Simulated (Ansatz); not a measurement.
# A series of single points on Bi

System: Bi (P6/mmm, 1 atom in the cell).
Method: DFT, PBE, all-electron LAPW, scalar-relativistic, no spin polarisation (Ansatz 0.2.0).

The 5 runs differ only in the geometry, by a strain of the cell at fixed fractional positions. Against run 3, the strain is εxx = 0.97 η, εyy = 0.97 η and εzz = η.

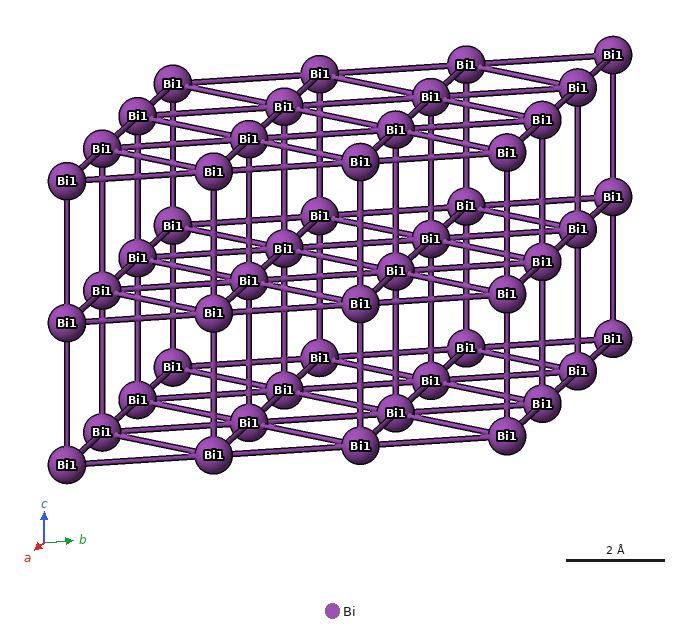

Figure 1. The structure of run 3 (ball-and-stick view of the cell of the calculation, repeated 3 × 3 × 2, seen slightly off an axis; atoms are numbered from 1 in the order of the input). An atom can appear more than once, as a periodic image.

### Input of run 3
```yaml
crystal:
  lattice:
    - [3.1355300254, 0.0, 0.0]
    - [-1.5677650127, 2.7154486563, 0.0]
    - [0.0, 0.0, 2.9758612005]
  atoms:
    - { symbol: Bi, position: [0.0, 0.0, 0.0] }
kpoints:
  mp_grid: { grid: [14, 14, 13] }
scf:
  occupations: { method: fermi_dirac, width: 0.1 }
hamiltonian:
  xc: pbe
  pseudopotentials: { kind: all_electron, lapw: { basis_error: 0.001 } }
output:
  forces: true
  stress: true
  eigenvalues: true
  populations: true
```

Command:
```bash
ansatz run input.yaml --threads 1 --pin off --max-ram 2048MiB --backend cpu --events-out ev --progress --plain --runs-dir out
```

Lattice vectors (Å) and fractional positions of run 3:
```
   3.135530    0.000000    0.000000
  -1.567765    2.715449    0.000000
   0.000000    0.000000    2.975861
Bi  0.000000  0.000000  0.000000
```

Run 2 differs from it as follows:
```diff
-    - [3.1355300254, 0.0, 0.0]
-    - [-1.5677650127, 2.7154486563, 0.0]
-    - [0.0, 0.0, 2.9758612005]
+    - [2.9903533625, 0.0, 0.0]
+    - [-1.4951766813, 2.5897219782, 0.0]
+    - [0.0, 0.0, 2.8355784713]
```

### Results, with one run withheld

```tsv
run	strain parameter η (%)	free energy per atom, from the lowest run given (meV)	pressure (GPa)
1	−15.9557	6803.62	248.19
2	−4.7467	?	?
3	0.0000	534.91	27.24
4	4.3418	142.76	11.55
5	8.3552	0.00	2.82
```

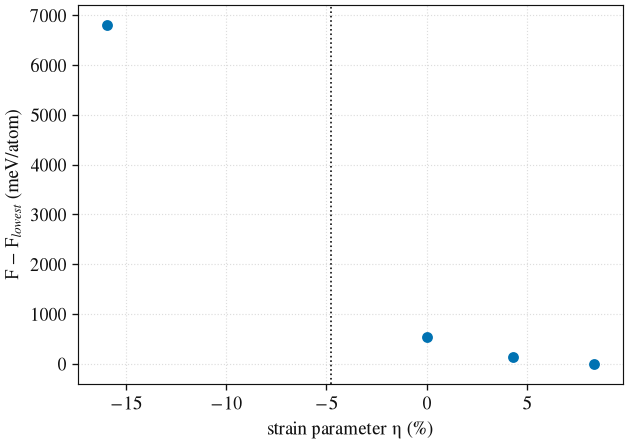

Figure 2. Free energy per atom of the runs given; the dotted line marks run 2.

What should run 2 give?

A quadratic polynomial in the coordinate, fitted to the 4 runs given, misses them by at most 77.70 meV per atom. With x = η + 0.8147, it reads F = 735.48 − 198.74 x + 13.328 x² (meV per atom). At run 2 it gives 1722.98 meV per atom, and the run itself gives 1388.38. The fit has its minimum at η = 6.6410 %. The fit misses that run by 334.60 meV per atom.

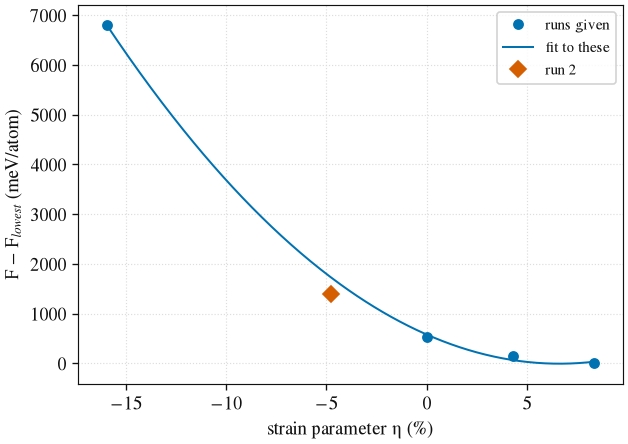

Figure 3. The fit and the withheld run.

### Output, shortened to warnings, some set-up lines, iterations and results (run 2)
```
Basis set: ecut = 259.50901361799055 eV, 211 PW (Γ), exchange–correlation at level 2
Symmetry: 24 space group operations
k-points: 168 of 2548
Initial density: superposition of atomic densities (chi_scale 0.1, normalization cell)
[...]
SCF iter   1: F=—  HF=-585704.527507 eV  |F-HF|=—  |Δ(HF+E_count)|=         —  Δρ=9.27e-3  dr2=1.48e-2  ethr=3.99e-5  ⟨swp⟩=3.2  Hψ=25121  notcnv=0
SCF iter   2: F=—  HF=-585704.523036 eV  |F-HF|=—  |Δ(HF+E_count)|=   4.47e-3  Δρ=6.67e-3  dr2=9.18e-3  ethr=3.99e-5  ⟨swp⟩=2.0  Hψ=11174  notcnv=0
SCF iter   3: F=—  HF=-585704.522819 eV  |F-HF|=—  |Δ(HF+E_count)|=   2.18e-4  Δρ=1.73e-3  dr2=5.48e-4  ethr=1.48e-6  ⟨swp⟩=2.0  Hψ=19003  notcnv=0
SCF iter   4: F=—  HF=-585704.522614 eV  |F-HF|=—  |Δ(HF+E_count)|=   2.05e-4  Δρ=1.54e-4  dr2=4.28e-6  ethr=1.48e-6  ⟨swp⟩=2.0  Hψ=11174  notcnv=0
SCF iter   5: F=—  HF=-585704.522609 eV  |F-HF|=—  |Δ(HF+E_count)|=   5.23e-6  Δρ=4.83e-5  dr2=2.75e-7  ethr=1.16e-8  ⟨swp⟩=2.1  Hψ=11189  notcnv=0
SCF iter   6: F=-585704.522609 eV  HF=-585704.522609 eV  |F-HF|=7.33e-9  |Δ(HF+E_count)|=   7.25e-7  Δρ=7.54e-6  dr2=9.32e-9  ethr=7.45e-10  ⟨swp⟩=3.0  Hψ=11605  notcnv=0
SCF 1 converged in 6 iterations: F = -585704.522609 eV  dr2 = 9.32e-9
the search or the solves at the SCF's close seem to have found levels that the self-consistency loop had missed (the run counts 1). By its estimate they hold under 1e-12 electrons; where the run keeps them, the occupations were computed again with them
SCF converged after 6 iterations
Free energy (F): -585704.522609 eV
Harris-Foulkes:  -585704.522609 eV  (|F-HF|=7.33e-9)
Internal energy: -585704.507128 eV  (E = F + TS)
E sigma→0 (E₀):  -585704.514869 eV
Entropy (-TS):   -0.015481 eV (-15.481 meV/atom)
Fermi energy:    24.529135 eV
--- Per-component energies (eV) ---
  E_band       = -2308.923327
  E_kinetic    = 678056.703695
  E_xc         = -10810.049088
  E_electrostatic = -1252951.161735  (all electrons and nuclei)
  E_smearing   = -0.015481  (= −TS)
  E_closure    = 0.000000  (closes the sum)
  E_atoms      = -585702.106902  (free atoms, spherical and without spin; not in F)
  Σ components = -585704.522609   (vs F -585704.522609, Δ=0.00e0)
  Basis errors (estimates in eV, not in F): energy 3.0e-4 per atom: plane waves 2.9e-4 (1.6e-4 summed), levels above the bands 1.3e-54, relativity 6.5e-8, radial functions 4.6e-6, core shells 4.2e-7; eigenvalues (radial functions only) 7.8e-6; not estimated: angular momenta, meshes, grids; target …
--- Forces (eV/Å), atoms counted from 1 ---
  atom   1  Bi     0.00000000     0.00000000    -0.00000000
  max |Σ_I F_I| component: 6.57e-32 eV/Å
--- Stress (GPa, compression-positive) ---
       57.023037      -0.000000       0.000000
       -0.000000      57.023037       0.000000
        0.000000       0.000000      56.876822
  P = ⅓ Tr σ = 56.9743 GPa (569.743 kbar)
--- Löwdin populations: 1 site ---
  site symbol       q [e]
     0     Bi     82.9439
  spilling = 0.000676 (of n_electrons = 83.000000)
```

Notes: Spin–orbit coupling is left out, which matters for Bi.
